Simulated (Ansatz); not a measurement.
Consider Ta.

```
Ta
1.0
     3.10783    0.00000   -3.10783
    -3.10783    3.10783    0.00000
     1.86470    1.86470    1.86470
Ta
3
Direct
  0.00000 0.00000 0.00000
  0.66667 0.33333 0.33333
  0.33333 0.66667 0.66667
```

Space group R-3m; computed pressure about 3 GPa in this cell; computed without spin polarisation.

Theory: Ansatz, DFT r2SCAN, scalar-relativistic, plane waves, PAW.

What can the converged valence pseudo-density and electron localisation function tell about the bonding?

Ta–Ta (2.76 Å): ρ at the midpoint is about 0.37 e/Å³; the ELF is about 0.35 at the midpoint.

Does the calculation give a band gap?

It is gapless in this calculation (a metal or semimetal).

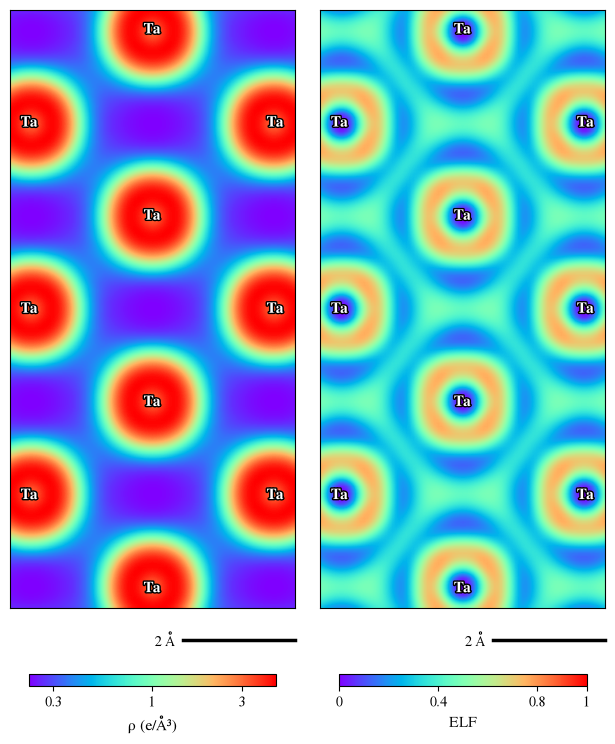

Computed valence pseudo-density and electron localisation function on the (101) plane of the conventional cell, in this order. 
